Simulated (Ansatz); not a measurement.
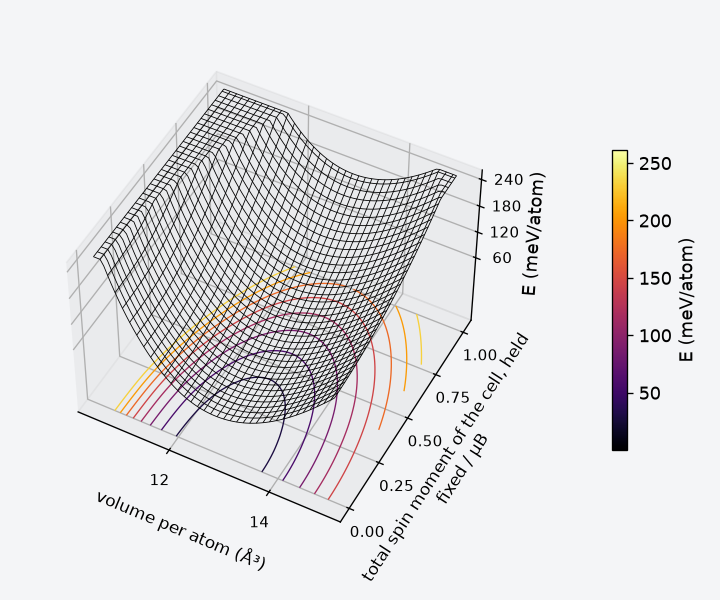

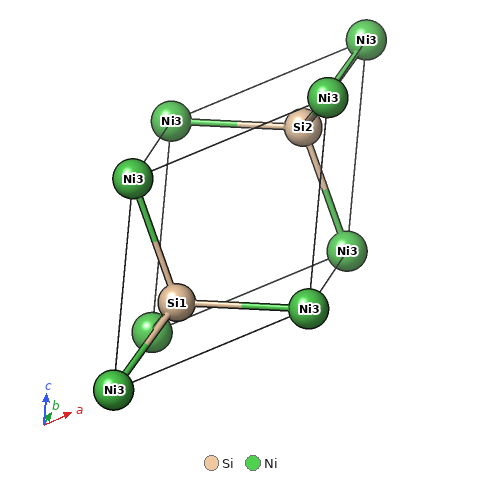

Energy landscape of Si₂Ni (Fm-3m, No. 225; 3 atoms in the cell). The energy is mapped over volume and a fixed ferromagnetic moment. Coordinates scanned: (1) volume per atom; (2) total spin moment of the cell, held fixed. Nothing is relaxed (shape and fractional coordinates fixed). The scan uses a 7 × 9 grid. Points are written as (first, second). All energies are given in meV/atom relative to the lowest grid point. The moment is held fixed and parallel; antiferromagnetic orders weren't tried. These are results of DFT LDA, scalar-relativistic, plane waves, PAW in Ansatz 0.2.0, not measurements. Settings: cutoff 520 eV, k-mesh 14×14×14, gaussian smearing 0.15 eV.

The picture shows a relief with its contours projected below, any walls above the top of the colour scale cut off. Between grid points the surface is interpolated. The second picture is the structure at the lowest point.

Question: Describe this landscape.

Answer: The lowest grid point is at (12.77 Å³, 0.000 μB). It lies on the edge of the map, which is a mirror line here (the non-magnetic state). The highest grid point, (10.47 Å³, 1.000 μB), lies 571 meV/atom above the lowest.

Time for the 63 points that were run: 14 min on 2 threads of Arm Neoverse N1, with other jobs on the host.

PAW datasets: the set soft_1.
